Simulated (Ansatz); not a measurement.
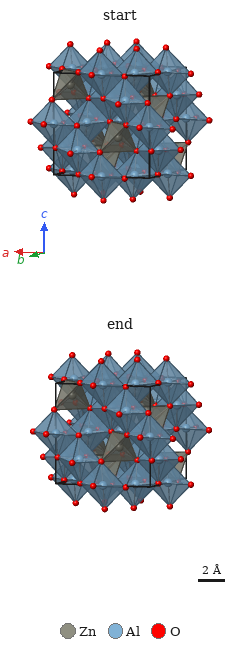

The structure of a crystal of Al$_{2}$ZnO$_{4}$ (set up in Fd-3m) before (top) and after (bottom) a relaxation, at one scale.

The picture is a polyhedral view of the conventional cell (4 times the calculation's cell), seen from a free direction. Lengths and directions refer to the drawn axes.

The start is a measured structure.

Theory: DFT, PAW plane waves, r2SCAN in Ansatz 0.2.0.

Input file:
```yaml
crystal:
  lattice:
    - [0.0, 3.99834486, 3.99834486]
    - [3.99834486, 0.0, 3.99834486]
    - [3.99834486, 3.99834486, 0.0]
  atoms:
    - { symbol: Zn, position: [0.125, 0.125, 0.125] }
    - { symbol: Zn, position: [0.875, 0.875, 0.875] }
    - { symbol: Al, position: [0.5, 0.5, 0.5] }
    - { symbol: Al, position: [0.0, 0.5, 0.5] }
    - { symbol: Al, position: [0.5, 0.5, 0.0] }
    - { symbol: Al, position: [0.5, 0.0, 0.5] }
    - { symbol: O, position: [0.2641, 0.2641, 0.2641] }
    - { symbol: O, position: [0.2923, 0.7359, 0.7359] }
    - { symbol: O, position: [0.2641, 0.2641, 0.7077] }
    - { symbol: O, position: [0.7359, 0.2923, 0.7359] }
    - { symbol: O, position: [0.7077, 0.2641, 0.2641] }
    - { symbol: O, position: [0.7359, 0.7359, 0.7359] }
    - { symbol: O, position: [0.2641, 0.7077, 0.2641] }
    - { symbol: O, position: [0.7359, 0.7359, 0.2923] }
  symmetry: { tolerance: 0.0003 }
kpoints:
  mp_grid: { grid: [6, 6, 6], shift: [0, 0, 0] }
magnetization:
  spin_polarized: false
scf:
  occupations: { method: fermi_dirac }
  lower_state_search: "off"
hamiltonian:
  pseudopotentials: { kind: paw }
  xc: r2scan
basis:
  ecutwfc: 500
  fft_grid_basis: typed
relax:
  max_steps: 80
  cell: { p_target: 20.0 }
output:
  forces: true
  stress: true
  eigenvalues: true
  bader: true
  populations: true
  elf: true
  write_potential: true
  volumetric_format: npy
  dos:
    e_range: [-12, 8]
    de: 0.05
    projected: { site_lists: { Al: [Al], O: [O], Zn: [Zn] } }
checkpoint:
  read: saved_state
```

Run as
```bash
ansatz run input.yaml --threads 2 --pin off --max-ram 3584MiB --backend cpu --events-out ev --progress --plain --runs-dir out
```

> Describe what moved and what it gained.

Over 3 accepted moves (4 points after the start) the energy rises by 0.504 eV per cell of the calculation. With the target pressure of 20 GPa, the enthalpy E + pV changes by −0.261 eV per cell of the calculation. Largest force component: 0.074 eV/Å at the start, 0.00051 eV/Å at the end. The pressure goes from 7.10 to 20.02 GPa. At 1 point the geometry stayed and the basis and grid were re-selected for the new cell (energy shift of 4.5 meV per cell of the calculation at most each time). The largest moves relative to the cell, 0.009 Å, are those of 8 atoms (O7, O8, O9, O10 and others). O7 goes along [−1 −1 −1]. Al and Zn stay in place. Cell: a = b = c 7.997 → 7.867 Å (−1.6 %). Volume −4.8 %. Some distances before and after: Zn1–O11 1.927 → 1.887 Å, Al3–O10 1.893 → 1.867 Å. The space group stays Fd-3m (No. 227). Cost: 110 s on 2 threads of Arm Neoverse V1 (shared host), peak memory 0.9 GiB.
